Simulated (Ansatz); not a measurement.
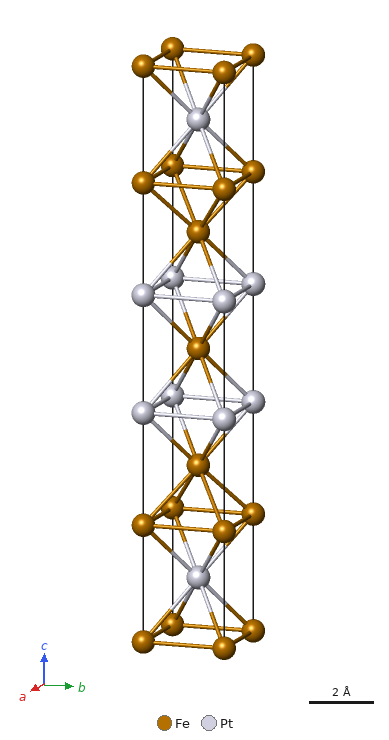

An orthographic ball-and-stick view of the structure, slightly off an axis. The wireframe shows the conventional unit cell. Cell: a = 2.71 Å, b = 2.71 Å, c = 18.63 Å, α = 90.00°, β = 90.00°, γ = 90.00°.

Origin of the cell: a structure type filled with these elements by a generator (whether the compound takes this form wasn't checked). Earlier steps of the study may have refined or changed the cell and positions. Ansatz was used for an electronic-structure calculation on it.

Describe the crystal.

Answer. The stoichiometry is Fe3Pt2. Space group: I4/mmm (No. 139). Lattice: body-centred tetragonal. There are 10 atoms in the cell: 6 Fe, 4 Pt. Pt is linked to eight Fe and four Pt in a cuboctahedral arrangement (about 2.7 Å to Fe, 2.7 Å to Pt). Fe takes two kinds of site: 2a with eight Pt and four Fe in a cuboctahedral arrangement (about 2.7 Å to Pt, 2.7 Å to Fe); 4e with eight Fe and four Pt in a cuboctahedral arrangement (about 2.6 to 2.7 Å to Fe, 2.7 Å to Pt). The bonds build a three-dimensional framework.

Computed with DFT PBE, scalar-relativistic, plane waves, PAW in Ansatz. Settings: a 420 eV plane-wave basis, k-points about 0.16 Å⁻¹ apart, Gaussian smearing of 0.1 eV, collinear spins.

Which atoms carry magnetic moments in this run, and how do they order?

Answer. The state reached is ferromagnetic. Sizes: Fe 2.9 to 3.0 μB and Pt 0.4 μB; net moment 9.3 μB in the run's cell of 5 atoms.

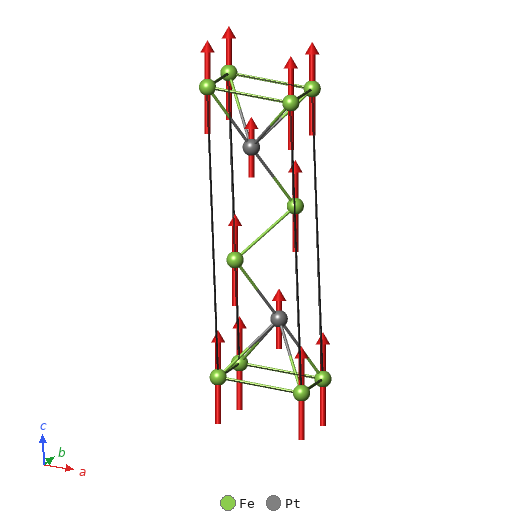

Site moments above 0.25 μB as arrows, small induced ones on non-metal atoms left out (red along the largest or up, blue against, purple across). The run's cell of 5 atoms is drawn in a reduced setting, so axes and origin can differ from the first picture.

What is the band gap, if any?

Answer. A metal: bands cross the Fermi level.

What are the atomic charges by Bader's partition?

Answer. Fe +0.33 to +0.65 e; Pt -0.66 e.

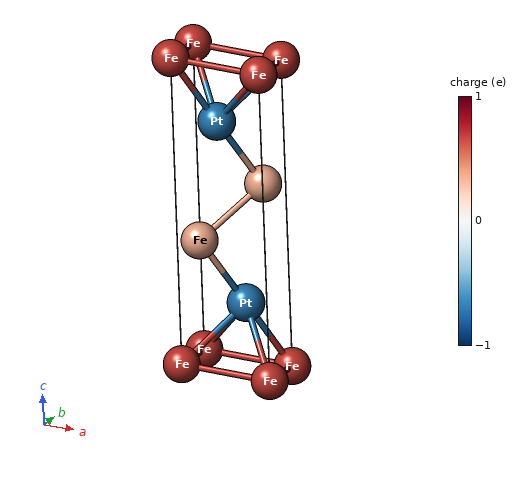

The atoms coloured by those charges. The run's cell of 5 atoms is drawn in a reduced setting, so axes and origin can differ from the first picture.

Can this geometry be taken as optimised?

Answer. Yes. The largest force is 0.01 eV/Å. The pressure is 0.0 GPa, close to zero.
